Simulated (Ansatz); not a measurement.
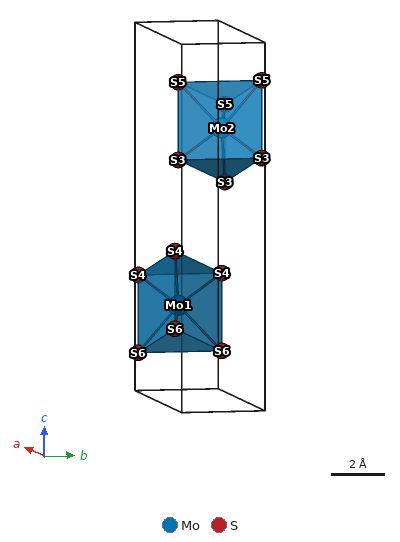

Fig. 1: The structure as given in the input (polyhedral view of the cell of the calculation, seen at an oblique angle; polyhedra are completed across the faces of the cell; atoms are numbered from 1 in the order of the input).

**What a change does: single-point calculation on MoS₂**

System: MoS₂ (6 atoms in the cell).
Method of run A: DFT PBE, scalar-relativistic, plane waves, PAW, no spin polarisation (Ansatz 0.2.0).

The structure derives from a Materials Project entry. Text and figures count atoms from 1; the logs count them from 0 in places.

Input, run A:
```yaml
crystal:
  lattice:
    - [3.1850687682, 0.0, 0.0]
    - [-1.5925343841, 2.758350466, 0.0]
    - [0.0, 0.0, 14.8080046477]
  atoms:
    - { symbol: Mo, position: [0.6666666667, 0.3333333333, 0.25] }
    - { symbol: Mo, position: [0.3333333333, 0.6666666667, 0.75] }
    - { symbol: S, position: [0.6666666667, 0.3333333333, 0.6444804231] }
    - { symbol: S, position: [0.3333333333, 0.6666666667, 0.3555195769] }
    - { symbol: S, position: [0.6666666667, 0.3333333333, 0.8555195769] }
    - { symbol: S, position: [0.3333333333, 0.6666666667, 0.1444804231] }
basis:
  ecutwfc: 420
kpoints:
  mp_grid: { grid: [12, 12, 2] }
hamiltonian:
  xc: pbe
scf:
  occupations: { method: gaussian, width: 0.02 }
output:
  forces: true
  stress: true
  eigenvalues: true
```

Command:
```bash
ansatz run input.yaml --threads 1 --pin off --max-ram 2560MiB --backend cpu --events-out ev --progress --plain --runs-dir out
```

Hardware: 1 thread of Intel Xeon @ 2.50GHz (Skylake/Cascade Lake), 192 GiB of memory available, shared host.

Output, shortened to warnings, some set-up lines, iterations and results (run A):
```
Basis set: ecut = 420 eV, 2581 PW (Γ), exchange–correlation on 48×48×200 points (8 copies of the dense FFT grid, shifted against one another)
Symmetry: 24 space group operations
k-points: 38 of 288
Initial density: superposition of atomic densities (neutral atoms: chi_scale 0, normalization atom), corrected by the library's trained network
[...]
SCF iter   1: F=—  HF=-13525.627549 eV  |F-HF|=—  |Δ(HF+E_count)|=         —  Δρ=4.97e-3  dr2=1.35e-2  ethr=1.77e-3  ⟨swp⟩=8.2  Hψ=6076  notcnv=0
SCF iter   2: F=—  HF=-13525.636129 eV  |F-HF|=—  |Δ(HF+E_count)|=   8.58e-3  Δρ=2.82e-3  dr2=3.17e-3  ethr=2.59e-5  ⟨swp⟩=2.9  Hψ=2565  notcnv=0  defer=64
SCF iter   3: F=—  HF=-13525.640715 eV  |F-HF|=—  |Δ(HF+E_count)|=   4.59e-3  Δρ=1.12e-3  dr2=1.54e-3  ethr=6.10e-6  ⟨swp⟩=2.0  Hψ=1823  notcnv=0  defer=64
SCF iter   4: F=—  HF=-13525.641329 eV  |F-HF|=—  |Δ(HF+E_count)|=   6.14e-4  Δρ=1.32e-4  dr2=4.31e-5  ethr=2.95e-6  ⟨swp⟩=2.0  Hψ=1663  notcnv=0  defer=64
SCF iter   5: F=—  HF=-13525.641287 eV  |F-HF|=—  |Δ(HF+E_count)|=   4.14e-5  Δρ=5.64e-5  dr2=1.37e-5  ethr=8.29e-8  ⟨swp⟩=2.0  Hψ=1836  notcnv=0  defer=64
SCF iter   6: F=—  HF=-13525.641288 eV  |F-HF|=—  |Δ(HF+E_count)|=   6.05e-7  Δρ=1.79e-5  dr2=1.16e-6  ethr=2.63e-8  ⟨swp⟩=2.0  Hψ=1508  notcnv=0  defer=64
SCF iter   7: F=-13525.641289 eV  HF=-13525.641289 eV  |F-HF|=3.78e-8  |Δ(HF+E_count)|=   7.13e-7  Δρ=5.02e-6  dr2=4.96e-8  ethr=1.92e-10  ⟨swp⟩=8.0  Hψ=5711  notcnv=0
SCF 1 converged in 7 iterations: F = -13525.641289 eV  dr2 = 4.96e-8
SCF converged after 7 iterations
Free energy (F): -13525.641289 eV
Harris-Foulkes:  -13525.641289 eV  (|F-HF|=3.78e-8)
Internal energy: -13525.641289 eV  (E = F + TS)
E sigma→0 (E₀):  -13525.641289 eV
Fermi energy:    8.314710 eV
--- Per-component energies (eV) ---
  E_band       = -459.272285
  E_kinetic    = 1309.798055
  E_local      = -5820.318056  (includes V_loc(G=0)·N_el)
  E_nonlocal   = 398.128857
  E_hartree    = 2384.184356
  E_xc         = -756.097972
  E_vxc        = -808.723290  (∫ρ·V_xc dr)
  E_paw        = -8802.940843  (= ΣΔE_a)
  E_vpaw       = -306.535766  (= ΣTr[D̂ρ^β])
  E_aug_tail   = 0.000085  (compensation charges beyond the density's cutoff)
  E_ewald      = -2238.395770
  E_smearing   = -0.000000  (= −TS)
  E_closure    = -0.000000  (closes the sum)
  Σ components = -13525.641289   (vs F -13525.641289, Δ=0.00e0)
--- Forces (eV/Å), atoms counted from 1 ---
  atom   1  Mo     0.00000000     0.00000000     0.00000000
  atom   2  Mo    -0.00000000    -0.00000000     0.00000000
  atom   3  S      0.00000000    -0.00000000    -0.00153325
  atom   4  S      0.00000000     0.00000000     0.00153325
  atom   5  S      0.00000000    -0.00000000     0.00153325
  atom   6  S      0.00000000     0.00000000    -0.00153325
  max |Σ_I F_I| component: 3.59e-17 eV/Å
--- Stress (GPa, compression-positive) ---
        0.001586       0.000000       0.000000
       -0.000000       0.001586       0.000000
        0.000000       0.000000       0.011653
  P = ⅓ Tr σ = 0.0049 GPa (0.049 kbar)
```

The input of run B differs as follows (lines with − go, lines with + come):
```diff
-  ecutwfc: 420
+  ecutwfc: "29.4 Ry"
```

Predict how the results change.

The free energy of run B is 0.16 meV per atom higher, which measures how much it depends on this numerical setting. More plane waves can only lower the energy of a fixed Hamiltonian, so the higher cutoff gives the lower value. The number of SCF iterations is the same. The plane waves at Γ go from 2581 to 2341.

Output, shortened to warnings, some set-up lines, iterations and results (run B):
```
Warning: basis.ecutwfc = 400.00737781602356 eV is below the records' recommended 420 eV, and the density's cutoff is lower with it unless basis.ecutrho_ratio is high enough to keep the records' density cutoff: compare with a run at a higher cutoff
Basis set: ecut = 400.00737781602356 eV, 2341 PW (Γ), exchange–correlation on 48×48×200 points (8 copies of the dense FFT grid, shifted against one another)
Symmetry: 24 space group operations
k-points: 38 of 288
Initial density: superposition of atomic densities (neutral atoms: chi_scale 0, normalization atom), corrected by the library's trained network
[...]
SCF iter   1: F=—  HF=-13525.627385 eV  |F-HF|=—  |Δ(HF+E_count)|=         —  Δρ=4.98e-3  dr2=1.36e-2  ethr=1.77e-3  ⟨swp⟩=8.3  Hψ=6158  notcnv=0
SCF iter   2: F=—  HF=-13525.635265 eV  |F-HF|=—  |Δ(HF+E_count)|=   7.88e-3  Δρ=2.81e-3  dr2=3.14e-3  ethr=2.62e-5  ⟨swp⟩=3.0  Hψ=2552  notcnv=0  defer=64
SCF iter   3: F=—  HF=-13525.639777 eV  |F-HF|=—  |Δ(HF+E_count)|=   4.51e-3  Δρ=1.12e-3  dr2=1.52e-3  ethr=6.04e-6  ⟨swp⟩=2.0  Hψ=1821  notcnv=0  defer=64
SCF iter   4: F=—  HF=-13525.640394 eV  |F-HF|=—  |Δ(HF+E_count)|=   6.17e-4  Δρ=1.28e-4  dr2=4.39e-5  ethr=2.93e-6  ⟨swp⟩=2.0  Hψ=1660  notcnv=0  defer=64
SCF iter   5: F=—  HF=-13525.640337 eV  |F-HF|=—  |Δ(HF+E_count)|=   5.69e-5  Δρ=5.79e-5  dr2=1.36e-5  ethr=8.45e-8  ⟨swp⟩=2.0  Hψ=1836  notcnv=0  defer=64
SCF iter   6: F=—  HF=-13525.640338 eV  |F-HF|=—  |Δ(HF+E_count)|=   1.30e-6  Δρ=1.30e-5  dr2=3.92e-7  ethr=2.61e-8  ⟨swp⟩=2.0  Hψ=1609  notcnv=0  defer=64
SCF iter   7: F=-13525.640339 eV  HF=-13525.640339 eV  |F-HF|=4.79e-8  |Δ(HF+E_count)|=   4.08e-7  Δρ=4.16e-6  dr2=2.73e-8  ethr=1.92e-10  ⟨swp⟩=9.4  Hψ=5611  notcnv=0
SCF 1 converged in 7 iterations: F = -13525.640339 eV  dr2 = 2.73e-8
SCF converged after 7 iterations
Free energy (F): -13525.640339 eV
Harris-Foulkes:  -13525.640339 eV  (|F-HF|=4.79e-8)
Internal energy: -13525.640339 eV  (E = F + TS)
E sigma→0 (E₀):  -13525.640339 eV
Fermi energy:    8.314709 eV
--- Per-component energies (eV) ---
  E_band       = -459.267882
  E_kinetic    = 1309.798508
  E_local      = -5820.328752  (includes V_loc(G=0)·N_el)
  E_nonlocal   = 398.129953
  E_hartree    = 2384.192880
  E_xc         = -756.097260
  E_vxc        = -808.722876  (∫ρ·V_xc dr)
  E_paw        = -8802.939987  (= ΣΔE_a)
  E_vpaw       = -306.533976  (= ΣTr[D̂ρ^β])
  E_aug_tail   = 0.000089  (compensation charges beyond the density's cutoff)
  E_ewald      = -2238.395770
  E_smearing   = -0.000000  (= −TS)
  E_closure    = 0.000000  (closes the sum)
  Σ components = -13525.640339   (vs F -13525.640339, Δ=0.00e0)
--- Forces (eV/Å), atoms counted from 1 ---
  atom   1  Mo    -0.00000000     0.00000000     0.00000000
  atom   2  Mo     0.00000000    -0.00000000     0.00000000
  atom   3  S     -0.00000000    -0.00000000    -0.00171247
  atom   4  S     -0.00000000     0.00000000     0.00171247
  atom   5  S     -0.00000000    -0.00000000     0.00171247
  atom   6  S      0.00000000     0.00000000    -0.00171247
  max |Σ_I F_I| component: 1.39e-17 eV/Å
--- Stress (GPa, compression-positive) ---
        0.003314      -0.000000       0.000000
        0.000000       0.003314       0.000000
        0.000000       0.000000       0.013271
  P = ⅓ Tr σ = 0.0066 GPa (0.066 kbar)
```

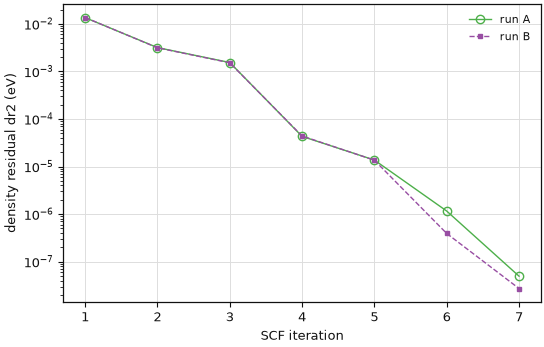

Fig. 2: Convergence of the two runs: density residual dr2 against the SCF iteration. Run A takes 7 iterations in all, and run B takes 7.

The two runs side by side:

| quantity | run A | run B |
| --- | --- | --- |
| outcome | converged | converged |
| free energy per atom (eV) | −2254.2735 | −2254.2734 |
| gap on the mesh (eV) | 1.45 | 1.45 |
| pressure (GPa) | 0.00 | 0.01 |
| largest force (eV/Å) | 0.002 | 0.002 |
| SCF iterations | 7 | 7 |
| irreducible k-points | 38 | 38 |
| plane waves at Γ | 2581 | 2341 |
| wall time (shared host) | 12 s | 13 s |

For run B: These settings are looser than, or depart from, a standard set-up, so the numbers are not reference values for this system. Warnings: the cutoff is below the recommended one.
